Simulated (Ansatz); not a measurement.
# NiSi2: a changed input and its effect

System: NiSi2 (3 atoms in the cell).
Method of run 1: DFT, r2SCAN, plane waves, PAW, no spin polarisation (Ansatz 0.2.0).

The structure derives from a Materials Project entry. Text and figures count atoms from 1; the logs count them from 0 in places.

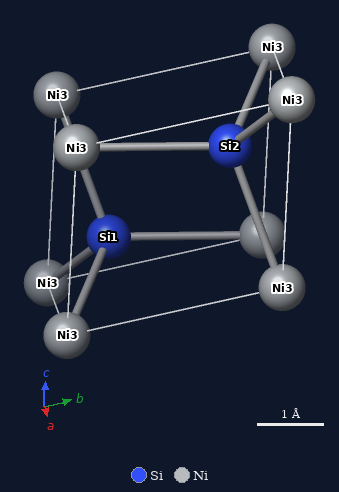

Figure 1. The structure (ball-and-stick view of the reduced cell, seen at an oblique angle; atoms are numbered from 1 in the order of the input).

**Input, run 1**
```yaml
crystal:
  lattice:
    - [3.8492788328, 2.01e-08, 0.0005177797]
    - [-1.924639399, 3.3335732655, -0.0005177797]
    - [-1.924226389, 1.1109526237, 3.0871133157]
  atoms:
    - { symbol: Si, position: [0.2515319756, 0.7484680244, 0.7541673714] }
    - { symbol: Si, position: [0.7484680244, 0.2515319756, 0.2458326286] }
    - { symbol: Ni, position: [0.0, 0.0, 0.0] }
basis:
  ecutwfc: 500
  ecutrho_ratio: 12
kpoints:
  mp_grid: { grid: [9, 9, 11] }
hamiltonian:
  xc: r2scan
scf:
  occupations: { method: gaussian, width: 0.1 }
  mixing: { algorithm: anderson, beta: 0.9 }
output:
  forces: true
  eigenvalues: true
  stress: true
```

Command:
```bash
ansatz run input.yaml --threads 8 --pin off --max-ram 20480MiB --backend cpu --events-out ev --progress --plain --runs-dir out
```

Hardware: 8 threads of Intel Xeon @ 2.10GHz (Emerald Rapids), 189 GiB of memory available, shared host.

**Output, shortened to warnings, some set-up lines, iterations and results (run 1)**
```
Basis set: ecut = 500 eV, 959 PW (Γ), exchange–correlation on 200×200×200 points (64 copies of the dense FFT grid, shifted against one another)
Symmetry: 4 space group operations
k-points: 250 of 891
Initial density: superposition of atomic densities (neutral atoms: chi_scale 0, normalization atom), corrected by the library's trained network
[...]
SCF iter   1: F=—  HF=-7124.401693 eV  |F-HF|=—  |Δ(HF+E_count)|=         —  Δρ=1.54e-2  dr2=9.77e-2  dr2_τ=6.84e-2  ethr=1.77e-3  ⟨swp⟩=5.2  Hψ=22154  notcnv=0
SCF iter   2: F=—  HF=-7124.528032 eV  |F-HF|=—  |Δ(HF+E_count)|=   1.26e-1  Δρ=4.51e-2  dr2=5.02e-1  dr2_τ=2.20e-3  ethr=3.76e-4  ⟨swp⟩=2.2  Hψ=9786  notcnv=0  defer=11  …
SCF iter   3: F=—  HF=-7124.488529 eV  |F-HF|=—  |Δ(HF+E_count)|=   3.95e-2  Δρ=2.36e-2  dr2=1.48e-1  dr2_τ=3.07e-4  ethr=3.76e-4  ⟨swp⟩=2.4  Hψ=8600  notcnv=0  defer=11  …
SCF iter   4: F=—  HF=-7124.469104 eV  |F-HF|=—  |Δ(HF+E_count)|=   1.94e-2  Δρ=1.23e-3  dr2=4.98e-4  dr2_τ=2.47e-6  ethr=3.76e-4  ⟨swp⟩=2.6  Hψ=8477  notcnv=0  defer=11  …
SCF iter   5: F=—  HF=-7124.469154 eV  |F-HF|=—  |Δ(HF+E_count)|=   5.02e-5  Δρ=8.40e-4  dr2=1.91e-4  dr2_τ=1.32e-6  ethr=1.92e-6  ⟨swp⟩=2.4  Hψ=6768  notcnv=0  defer=11  …
SCF iter   6: F=—  HF=-7124.469153 eV  |F-HF|=—  |Δ(HF+E_count)|=   1.75e-6  Δρ=7.66e-4  dr2=1.63e-4  dr2_τ=5.87e-7  ethr=7.36e-7  ⟨swp⟩=2.1  Hψ=5951  notcnv=0  defer=11  …
SCF iter   7: F=—  HF=-7124.469137 eV  |F-HF|=—  |Δ(HF+E_count)|=   1.61e-5  Δρ=2.18e-4  dr2=1.23e-5  dr2_τ=6.16e-8  ethr=6.25e-7  ⟨swp⟩=1.0  Hψ=4239  notcnv=0  defer=11  …
SCF iter   8: F=—  HF=-7124.469128 eV  |F-HF|=—  |Δ(HF+E_count)|=   8.59e-6  Δρ=2.01e-4  dr2=1.07e-5  dr2_τ=2.66e-8  ethr=4.74e-8  ⟨swp⟩=2.3  Hψ=6551  notcnv=0  defer=11  …
SCF iter   9: F=-7124.469127 eV  HF=-7124.469127 eV  |F-HF|=4.56e-9  |Δ(HF+E_count)|=   1.19e-6  Δρ=3.67e-6  dr2=3.83e-9  dr2_τ=2.58e-11  ethr=3.85e-10  ⟨swp⟩=5.1  Hψ=22350  …
SCF 1 converged in 9 iterations: F = -7124.469127 eV  dr2 = 3.83e-9
SCF converged after 9 iterations
Stability not checked: this state was not tested for a lower state beside it, because the mixer in use, unlike msr1, does not test its closes by its own steps (another_mixer; see scf.mixing.algorithm and scf.lower_state_search)
Free energy (F): -7124.469127 eV
Harris-Foulkes:  -7124.469127 eV  (|F-HF|=4.56e-9)
Internal energy: -7124.464249 eV  (E = F + TS)
E sigma→0 (E₀):  -7124.466688 eV
Entropy (-TS):   -0.004878 eV (-1.626 meV/atom)
Fermi energy:    13.274446 eV
--- Per-component energies (eV) ---
  E_band       = -371.441723
  E_kinetic    = 370.168172
  E_local      = -4916.503918  (includes V_loc(G=0)·N_el)
  E_nonlocal   = 681.508658
  E_hartree    = 2130.841182
  E_xc         = -185.788194
  E_vxc        = -223.460176  (∫ρ·V_xc dr)
  E_paw        = -2678.957173  (= ΣΔE_a)
  E_vpaw       = -558.366729  (= ΣTr[D̂ρ^β])
  E_aug_tail   = 0.000007  (compensation charges beyond the density's cutoff)
  E_vtau       = 13.524354  (kinetic-family band-sum trace: ∫τ·v_τ [+ j·A + Jᵃ·Aᵃ] dr)
  E_ewald      = -2525.280049
  E_core_change = -0.452935  (= ΣΔE_core)
  E_smearing   = -0.004878  (= −TS)
  E_closure    = -0.000000  (closes the sum)
  Σ components = -7124.469127   (vs F -7124.469127, Δ=0.00e0)
--- Forces (eV/Å), atoms counted from 1 ---
  atom   1  Si     0.00101333    -0.00058505     0.00283048
  atom   2  Si    -0.00101333     0.00058505    -0.00283048
  atom   3  Ni     0.00000000    -0.00000000     0.00000000
  max |Σ_I F_I| component: 4.34e-19 eV/Å
--- Stress (GPa, compression-positive) ---
       -3.155978       0.122938      -0.004164
        0.122938      -3.014021       0.002404
       -0.004164       0.002404      -0.011163
  P = ⅓ Tr σ = -2.0604 GPa (-20.604 kbar)
```

The input of run 2 differs as follows (lines with − go, lines with + come):
```diff
-  ecutrho_ratio: 12
-  mixing: { algorithm: anderson, beta: 0.9 }
```

How does run 2 compare with run 1?

The energy doesn't change within 0.01 meV per atom. The number of SCF iterations is the same. On the same kind of shared host run 2 took about 0.63 times as long.

**Output, shortened to warnings, some set-up lines, iterations and results (run 2)**
```
Basis set: ecut = 500 eV, 959 PW (Γ), exchange–correlation on 120×120×120 points (64 copies of the dense FFT grid, shifted against one another)
Symmetry: 4 space group operations
k-points: 250 of 891
Initial density: superposition of atomic densities (neutral atoms: chi_scale 0, normalization atom), corrected by the library's trained network
[...]
SCF iter   1: F=—  HF=-7124.401624 eV  |F-HF|=—  |Δ(HF+E_count)|=         —  Δρ=1.54e-2  dr2=9.77e-2  dr2_τ=6.84e-2  ethr=1.77e-3  ⟨swp⟩=5.2  Hψ=22167  notcnv=0
SCF iter   2: F=—  HF=-7124.480094 eV  |F-HF|=—  |Δ(HF+E_count)|=   7.85e-2  Δρ=1.83e-2  dr2=7.12e-2  dr2_τ=5.36e-4  ethr=3.76e-4  ⟨swp⟩=2.3  Hψ=9633  notcnv=0  defer=11
SCF iter   3: F=—  HF=-7124.470735 eV  |F-HF|=—  |Δ(HF+E_count)|=   9.36e-3  Δρ=5.04e-3  dr2=1.24e-2  dr2_τ=2.63e-5  ethr=2.74e-4  ⟨swp⟩=2.1  Hψ=6515  notcnv=0  defer=11
SCF iter   4: F=—  HF=-7124.469182 eV  |F-HF|=—  |Δ(HF+E_count)|=   1.55e-3  Δρ=2.59e-3  dr2=1.56e-3  dr2_τ=9.17e-6  ethr=4.76e-5  ⟨swp⟩=1.7  Hψ=5720  notcnv=0  defer=11
SCF iter   5: F=—  HF=-7124.469160 eV  |F-HF|=—  |Δ(HF+E_count)|=   2.22e-5  Δρ=1.40e-3  dr2=5.13e-4  dr2_τ=8.90e-6  ethr=6.02e-6  ⟨swp⟩=1.9  Hψ=6188  notcnv=0  defer=11
SCF iter   6: F=—  HF=-7124.469126 eV  |F-HF|=—  |Δ(HF+E_count)|=   3.32e-5  Δρ=5.18e-4  dr2=6.37e-5  dr2_τ=1.94e-7  ethr=1.97e-6  ⟨swp⟩=2.5  Hψ=5950  notcnv=0  defer=11
SCF iter   7: F=—  HF=-7124.469125 eV  |F-HF|=—  |Δ(HF+E_count)|=   1.04e-6  Δρ=1.53e-4  dr2=6.07e-6  dr2_τ=4.61e-8  ethr=2.45e-7  ⟨swp⟩=1.0  Hψ=4312  notcnv=0  defer=11
SCF iter   8: F=—  HF=-7124.469126 eV  |F-HF|=—  |Δ(HF+E_count)|=   3.44e-7  Δρ=2.73e-5  dr2=3.57e-7  dr2_τ=4.74e-9  ethr=2.33e-8  ⟨swp⟩=2.7  Hψ=7668  notcnv=0  defer=11
SCF iter   9: F=-7124.469126 eV  HF=-7124.469126 eV  |F-HF|=7.83e-9  |Δ(HF+E_count)|=   4.62e-9  Δρ=1.16e-5  dr2=2.76e-8  dr2_τ=1.82e-10  ethr=3.85e-10  ⟨swp⟩=5.2  Hψ=16638  …
SCF 1 converged in 9 iterations: F = -7124.469126 eV  dr2 = 2.76e-8
SCF converged after 9 iterations
Free energy (F): -7124.469126 eV
Harris-Foulkes:  -7124.469126 eV  (|F-HF|=7.83e-9)
Internal energy: -7124.464248 eV  (E = F + TS)
E sigma→0 (E₀):  -7124.466687 eV
Entropy (-TS):   -0.004878 eV (-1.626 meV/atom)
Fermi energy:    13.274373 eV
--- Per-component energies (eV) ---
  E_band       = -371.444079
  E_kinetic    = 370.167695
  E_local      = -4916.520605  (includes V_loc(G=0)·N_el)
  E_nonlocal   = 681.512455
  E_hartree    = 2130.854968
  E_xc         = -185.787696
  E_vxc        = -223.459479  (∫ρ·V_xc dr)
  E_paw        = -2678.958357  (= ΣΔE_a)
  E_vpaw       = -558.366595  (= ΣTr[D̂ρ^β])
  E_aug_tail   = 0.000276  (compensation charges beyond the density's cutoff)
  E_vtau       = 13.524326  (kinetic-family band-sum trace: ∫τ·v_τ [+ j·A + Jᵃ·Aᵃ] dr)
  E_ewald      = -2525.280049
  E_core_change = -0.452935  (= ΣΔE_core)
  E_smearing   = -0.004878  (= −TS)
  E_closure    = -0.000000  (closes the sum)
  Σ components = -7124.469126   (vs F -7124.469126, Δ=0.00e0)
--- Forces (eV/Å), atoms counted from 1 ---
  atom   1  Si     0.00100967    -0.00058293     0.00283215
  atom   2  Si    -0.00100967     0.00058293    -0.00283215
  atom   3  Ni     0.00000000     0.00000000     0.00000000
  max |Σ_I F_I| component: 5.92e-31 eV/Å
--- Stress (GPa, compression-positive) ---
       -3.155123       0.122981      -0.004215
        0.122981      -3.013117       0.002434
       -0.004215       0.002434      -0.010284
  P = ⅓ Tr σ = -2.0595 GPa (-20.595 kbar)
```

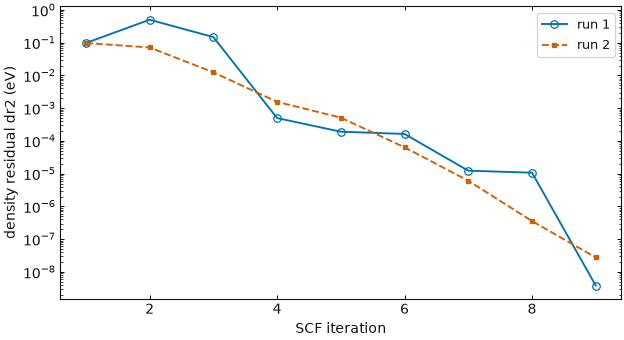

Figure 2. Convergence of the two runs: density residual dr2 against the SCF iteration. Run 1 takes 9 iterations in all, and run 2 takes 9.

**The two runs side by side**

```tsv
quantity	run 1	run 2
outcome	converged	converged
free energy per atom (eV)	−2374.8230	−2374.8230
energy per atom, smearing taken to zero (eV)	−2374.8222	−2374.8222
gap on the mesh (eV)	0.00	0.00
pressure (GPa)	−2.06	−2.06
largest force (eV/Å)	0.003	0.003
SCF iterations	9	9
irreducible k-points	250	250
plane waves at Γ	959	959
wall time (shared host)	15 s	9.7 s
```

For both runs: The run has no spin polarisation, so a magnetic state may lie lower.
